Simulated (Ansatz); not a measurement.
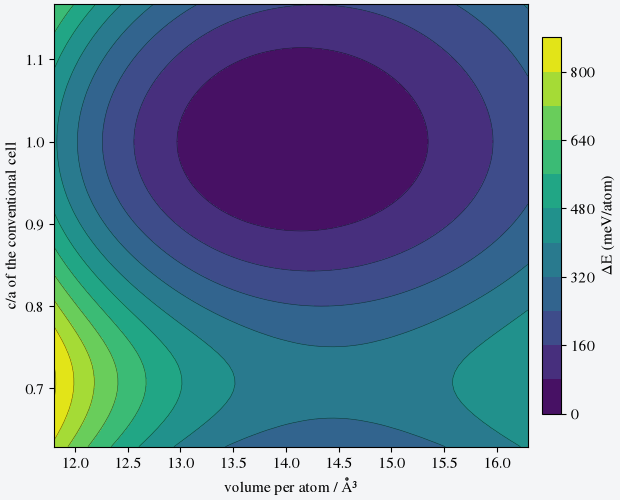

Rh (Fm-3m, No. 225; 1 atom in the cell). The energy is mapped over volume and the cell's shape. First axis: volume per atom. Second axis: c/a of the conventional cell. Nothing is relaxed (symmetry fixes all fractional coordinates). Grid: 7 × 9 points. Points are written as (first, second). Energies are in meV/atom, from the lowest grid point. Method: DFT PBE, scalar-relativistic, plane waves, PAW (Ansatz). Settings: cutoff 420 eV, k-mesh 22×22×22, gaussian smearing 0.15 eV, no spin polarisation.

The picture shows filled contours. Between grid points the surface is interpolated.

The lowest grid point is at (14.05 Å³, 1.000) [fcc]. It is the only kind of minimum in the scanned range. The highest grid point, (11.80 Å³, 0.734), lies 875 meV/atom above the lowest. Round the minimum the two coordinates are nearly uncoupled.

The level of theory is changed to DFT LDA, scalar-relativistic, plane waves, PAW in Ansatz; with it change the cell, relaxed at the new level (first cell vector 2.655 Å, before 2.708 Å); the new grid has 7 × 9 points.

What will the new map look like?

Answer. The minimum (interpolated where it lies between grid points) moves from (14.05 Å³, 1.000) [fcc] to (13.23 Å³, 1.000) [fcc]. The curvature at the minimum changes from about 0.11 to 0.15 eV/(Å³)² along volume per atom and from about 14 to 15 eV per unit squared along c/a of the conventional cell (per cell).

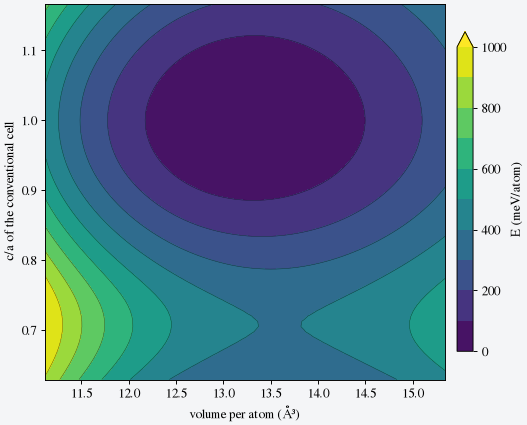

The map after the change, on a colour scale of its own. Drawn: filled contours, one colour for all values above the top of the scale. Between grid points the surface is interpolated.

PAW datasets: the set soft_1.
